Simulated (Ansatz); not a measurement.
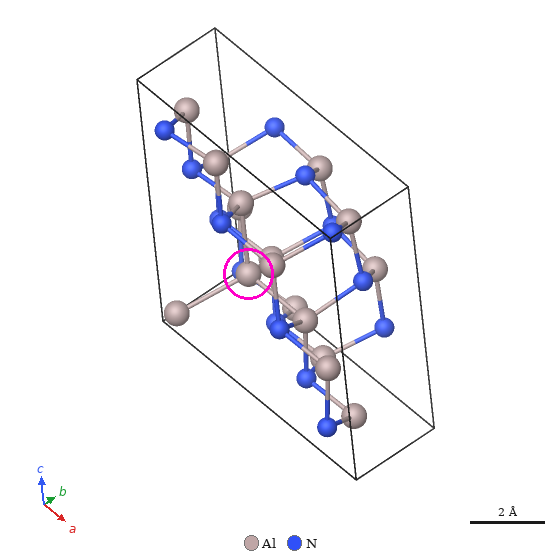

Structure drawing (ball-and-stick), viewed slightly off an axis. The wireframe shows the supercell. The host is AlN, in a cell of 32 sites, and the cell carries a charge of -2. A ring marks the defect's site.

Describe the defect.

Answer. Aluminium on a nitrogen site (an antisite). It is bonded to four Al in a tetrahedral arrangement at about 2.2 Å.

The atoms were relaxed in the host's cell with Ansatz, DFT PBE, scalar-relativistic, plane waves, PAW.
